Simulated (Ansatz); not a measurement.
# SnO: geometry relaxation (part 2 of 2)

SnO (4 atoms in the cell); DFT r2SCAN, scalar-relativistic, plane waves, PAW, no spin polarisation (Ansatz 0.2.0); cutoff 500 eV, 10×10×8 k-mesh, Gaussian smearing of 0.01 eV. The structure derives from an entry of the Crystallography Open Database.

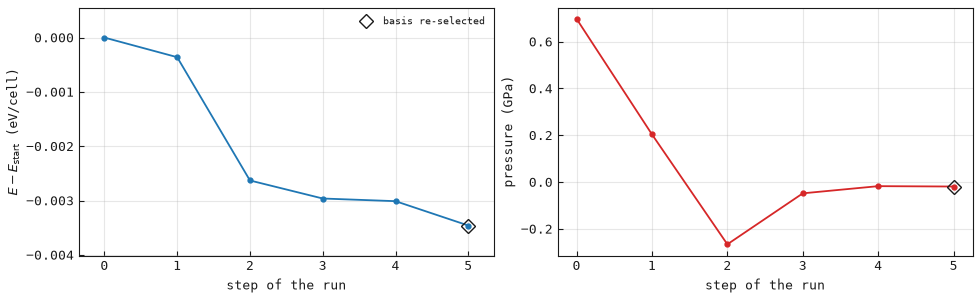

**Figure 1.** Progress of the relaxation, step by step (the first geometry is step 0 here and step 1 in the log).

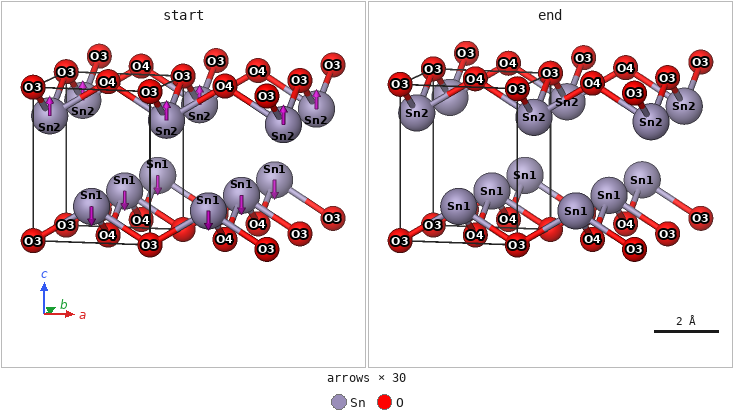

**Figure 2.** Before (left) and after (right) the relaxation, at one scale (ball-and-stick view of the cell of the calculation, repeated 2 × 2 × 1, seen slightly off an axis). The pink arrows give the displacements (without the part carried along by the change of the cell), magnified 30 times. The energy falls by 3.0 meV per cell of the calculation in 4 geometry steps. Largest force component: 0.0043 eV/Å at the start, 0.0029 eV/Å at the end. The pressure goes from 0.70 to −0.02 GPa. The largest moves relative to the cell, 0.021 Å, are those of Sn1 and Sn2. O stays in place. Cell: a = b 3.799 → 3.809 Å (+0.3 %), c 4.841 → 4.931 Å (+1.9 %). Volume +2.4 %. Distances before and after: Sn1–O3 2.219 → 2.223 Å. The space group stays P4/nmm (No. 129). A last SCF at the same geometry on a re-selected plane-wave basis shifts the energy by −0.4 meV per cell of the calculation. (Atoms are counted from 1 in the order of the input.)

```
basis re-selected at this cell: Δ(F+E_penalty+E_count) = -4.478e-4 eV, ΔP = -0.002 GPa vs the last step (what re-selecting the basis moved, of the pressure what is left beyond the Pulay correction that the steps carried, after the strain that the cell walked since its last selection, with what the two solves' SCF thresholds leave and, on support functions, any second-order correction that the steps lacked; it is no measure of the basis error at this ecutwfc). This SCF's stress stands 3.85e-2 GPa from its target on what of the cell is left free (relax.cell.stress_tol is 5.00e-2 GPa) and its largest allowed force component is 2.88e-3 eV/Å (relax.f_tol is 5.00e-3 eV/Å): within both
SCF converged after 7 iterations
Free energy (F): -13214.692261 eV
Harris-Foulkes:  -13214.692261 eV  (|F-HF|=7.28e-12)
Internal energy: -13214.692261 eV  (E = F + TS)
E sigma→0 (E₀):  -13214.692261 eV
Fermi energy:    9.840177 eV
--- Per-component energies (eV) ---
  E_band       = -224.179956
  E_kinetic    = 725.997733
  E_local      = -2763.084614  (includes V_loc(G=0)·N_el)
  E_nonlocal   = 29.979420
  E_hartree    = 1489.210842
  E_xc         = -896.587167
  E_vxc        = -420.008315  (∫ρ·V_xc dr)
  E_paw        = -8638.951437  (= ΣΔE_a)
  E_vpaw       = -801.868869  (= ΣTr[D̂ρ^β])
  E_aug_tail   = 0.001979  (compensation charges beyond the density's cutoff)
  E_vtau       = 26.381102  (kinetic-family band-sum trace: ∫τ·v_τ [+ j·A + Jᵃ·Aᵃ] dr)
  E_ewald      = -3162.665775
  E_core_change = 1.406758  (= ΣΔE_core)
  E_smearing   = -0.000000  (= −TS)
  E_closure    = 0.000000  (closes the sum)
  Σ components = -13214.692261   (vs F -13214.692261, Δ=0.00e0)
--- Forces (eV/Å), atoms counted from 1 ---
  atom   1  Sn     0.00000000     0.00000000    -0.00287960
  atom   2  Sn    -0.00000000     0.00000000     0.00287960
  atom   3  O     -0.00000000     0.00000000     0.00000000
  atom   4  O      0.00000000     0.00000000    -0.00000000
  max |Σ_I F_I| component: 1.73e-18 eV/Å
--- Stress (GPa, compression-positive) ---
       -0.038511       0.000000      -0.000000
        0.000000      -0.038511      -0.000000
       -0.000000      -0.000000       0.019931
  P = ⅓ Tr σ = -0.0190 GPa (-0.190 kbar)
--- Band table (eV; the first three rows and the last of 105) ---
  k-point 0: bands = ["-13.3098", "-12.7635", "-12.7479", "-12.7479", "-12.7187", "-12.6879", "-12.6676", "-12.6667", "-12.6239", "-12.6239", "-11.8549", "-9.1712", "1.6609", "2.8196", "2.9912", "2.9912", "5.8083", "6.1105", "6.1105", "9.6609", "12.0379", "14.0856", "14.6730", "14.6730"]
  k-point 1: bands = ["-13.3079", "-12.7655", "-12.7446", "-12.7446", "-12.7172", "-12.6883", "-12.6682", "-12.6678", "-12.6276", "-12.6276", "-11.8502", "-9.1712", "1.2532", "3.0046", "3.0046", "3.3912", "5.8005", "6.1086", "6.1086", "9.4883", "11.8529", "14.1616", "14.1616", "14.1870"]
  k-point 2: bands = ["-13.3033", "-12.7702", "-12.7355", "-12.7355", "-12.7131", "-12.6890", "-12.6724", "-12.6682", "-12.6376", "-12.6376", "-11.8389", "-9.1713", "0.7152", "3.0374", "3.0374", "4.4138", "5.7816", "6.1039", "6.1039", "8.9115", "11.6482", "13.5245", "13.5245", "14.0829"]
  k-point 104: bands = ["-13.2127", "-13.2127", "-12.7297", "-12.7297", "-12.6977", "-12.6977", "-12.6522", "-12.6522", "-12.6158", "-12.6158", "-10.0571", "-10.0571", "0.3414", "0.3414", "3.7574", "3.7574", "6.7840", "6.7840", "6.8691", "6.8691", "12.2237", "12.2237", "13.8843", "13.8843"]
--- Relaxed structure (5 steps of the walk, 5 accepted, 1 SCFs on fresh bases) ---
  F+E_penalty+E_count = -13214.69226107 eV   max|allowed force component| = 2.880e-3 eV/Å   (the final SCF, on the basis selected at the relaxed cell)
  cell:  # Å, volume = 71.5283 Å³
    - [3.8087037378356743, -3.663840712241721e-34, 0.0]
    - [-3.663840712241721e-34, 3.8087037378356743, 0.0]
    - [0.0, 0.0, 4.930870931856198]
  atoms:
    - { symbol: Sn, position: [0.49999999999999994, -3.7629682793658214e-36, 0.23257909387743575] }
    - { symbol: Sn, position: [3.2480357779789205e-35, 0.49999999999999994, 0.7674209061225642] }
    - { symbol: O, position: [-2.0597300055476082e-35, 4.1590702035095934e-36, 2.2397169320887105e-20] }
    - { symbol: O, position: [0.49999999999999994, 0.49999999999999994, 2.2397169320887165e-20] }
```

## Trajectory as extended XYZ (Å, eV, eV/Å), 6 frames, from step=1 to step=6
```
4
Lattice="3.7986 0.0000 0.0000 0.0000 3.7986 0.0000 0.0000 0.0000 4.8408" Properties=species:S:1:pos:R:3:forces:R:3 step=1 energy=-13214.68880 pressure_GPa=0.70
Sn    1.8993    0.0000    1.1468    0.0000   0.0000  -0.0043
Sn    0.0000    1.8993    3.6940    0.0000   0.0000   0.0043
O     0.0000    0.0000    0.0000    0.0000   0.0000   0.0000
O     1.8993    1.8993    0.0000    0.0000   0.0000   0.0000
4
Lattice="3.8203 0.0000 0.0000 0.0000 3.8203 0.0000 0.0000 0.0000 4.9201" Properties=species:S:1:pos:R:3:forces:R:3 step=2 energy=-13214.68916 pressure_GPa=0.20
Sn    1.9102    0.0000    1.1335    0.0000   0.0000   0.1835
Sn    0.0000    1.9102    3.7866    0.0000   0.0000  -0.1835
O     0.0000    0.0000    0.0000    0.0000   0.0000   0.0000
O     1.9102    1.9102    0.0000    0.0000   0.0000   0.0000
4
Lattice="3.8146 0.0000 0.0000 0.0000 3.8146 0.0000 0.0000 0.0000 4.9112" Properties=species:S:1:pos:R:3:forces:R:3 step=3 energy=-13214.69143 pressure_GPa=-0.27
Sn    1.9073    0.0000    1.1460    0.0000   0.0000  -0.0347
Sn    0.0000    1.9073    3.7653    0.0000   0.0000   0.0347
O     0.0000    0.0000    0.0000    0.0000   0.0000   0.0000
O     1.9073    1.9073    0.0000    0.0000   0.0000   0.0000
4
Lattice="3.8104 0.0000 0.0000 0.0000 3.8104 0.0000 0.0000 0.0000 4.9215" Properties=species:S:1:pos:R:3:forces:R:3 step=4 energy=-13214.69176 pressure_GPa=-0.05
Sn    1.9052    0.0000    1.1460    0.0000   0.0000  -0.0035
Sn    0.0000    1.9052    3.7755    0.0000   0.0000   0.0035
O     0.0000    0.0000    0.0000    0.0000   0.0000   0.0000
O     1.9052    1.9052    0.0000    0.0000   0.0000   0.0000
4
Lattice="3.8087 0.0000 0.0000 0.0000 3.8087 0.0000 0.0000 0.0000 4.9309" Properties=species:S:1:pos:R:3:forces:R:3 step=5 energy=-13214.69181 pressure_GPa=-0.02
Sn    1.9044    0.0000    1.1468    0.0000   0.0000  -0.0028
Sn    0.0000    1.9044    3.7841    0.0000   0.0000   0.0028
O     0.0000    0.0000    0.0000    0.0000   0.0000   0.0000
O     1.9044    1.9044    0.0000    0.0000   0.0000   0.0000
4
Lattice="3.8087 0.0000 0.0000 0.0000 3.8087 0.0000 0.0000 0.0000 4.9309" Properties=species:S:1:pos:R:3:forces:R:3 step=6 energy=-13214.69226 pressure_GPa=-0.02
Sn    1.9044    0.0000    1.1468    0.0000   0.0000  -0.0029
Sn    0.0000    1.9044    3.7841    0.0000   0.0000   0.0029
O     0.0000    0.0000    0.0000    0.0000   0.0000   0.0000
O     1.9044    1.9044    0.0000    0.0000   0.0000   0.0000
```

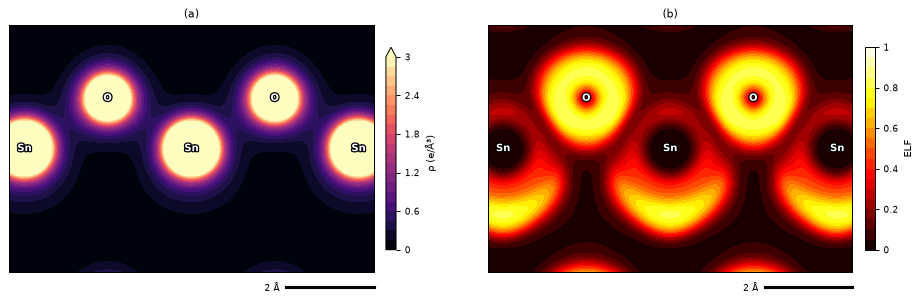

**Figure 3.** (a) valence charge density (pseudo); (b) electron localisation function on the (010) plane of the conventional cell. The plane passes through Sn and O nuclei. Sn–O (2.22 Å): the density is about 0.47 e/Å³ at the midpoint; the ELF is about 0.20 at the midpoint. Away from the nuclei the density in this plane falls to 0.02 e/Å³ at its lowest. In a PAW calculation such maps are meaningful between the atoms, not at the nuclei.

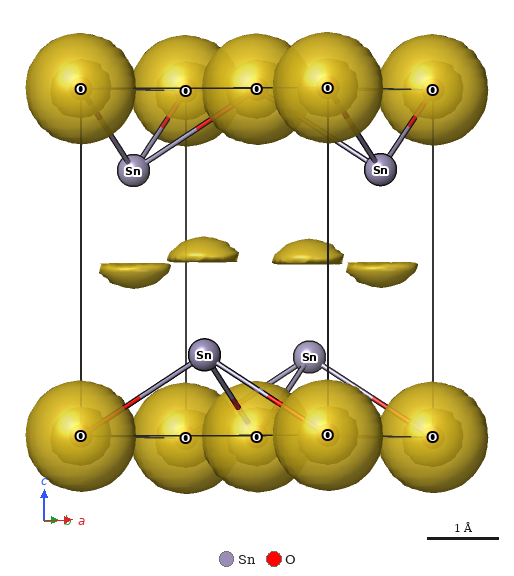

**Figure 4.** Isosurface of the ELF at 0.75 (yellow), seen at an oblique angle. Core shells and regions of very low density are left out. Sticks mark near contacts. The outline is the cell set on symmetry axes. Profiles from the grid: Sn–O (2.22 Å): the ELF is about 0.20 at the midpoint.

The run was set up as follows.

## The input
```yaml
crystal:
  lattice:
    - [3.7986, 0.0, 0.0]
    - [0.0, 3.7986, 0.0]
    - [0.0, 0.0, 4.8408]
  atoms:
    - { symbol: Sn, position: [0.5, 0.0, 0.2369] }
    - { symbol: Sn, position: [0.0, 0.5, 0.7631] }
    - { symbol: O, position: [0.0, 0.0, 0.0] }
    - { symbol: O, position: [0.5, 0.5, 0.0] }
basis:
  ecutwfc: 500
kpoints:
  mp_grid: { grid: [10, 10, 8] }
hamiltonian:
  xc: r2scan
scf:
  occupations: { method: gaussian, width: 0.01 }
output:
  forces: true
  stress: true
  eigenvalues: true
  write_density: true
  write_potential: true
  elf: true
  volumetric_format: npy
relax:
  adjacent_minimum: "off"
  f_tol: 0.005
  max_steps: 80
  cell: { stress_tol: 0.05 }
```

Run as:
```bash
ansatz run input.yaml --threads 2 --pin off --max-ram 5120MiB --backend cpu --events-out ev --progress --plain --runs-dir out
```

## Key numbers

- outcome: converged
- space group (tolerance 0.01 Å): P4/nmm (129)
- electrons treated: 40
- free energy: −13214.6923 eV
- Fermi energy: 9.840 eV
- gap on the k-point mesh: 0.36 eV
- pressure: −0.02 GPa
- final volume: 71.53 Å³
- largest force (length of the vector) at the end: 0.003 eV/Å
- final cell: a = 3.809 Å, b = 3.809 Å, c = 4.931 Å, α = 90.00°, β = 90.00°, γ = 90.00°
- hardware: 2 threads of AMD EPYC (Zen 3), 189 GiB of memory available, shared host
- wall time: 2.9 min (CPU time 5.1 min)
- peak memory: 0.66 GiB
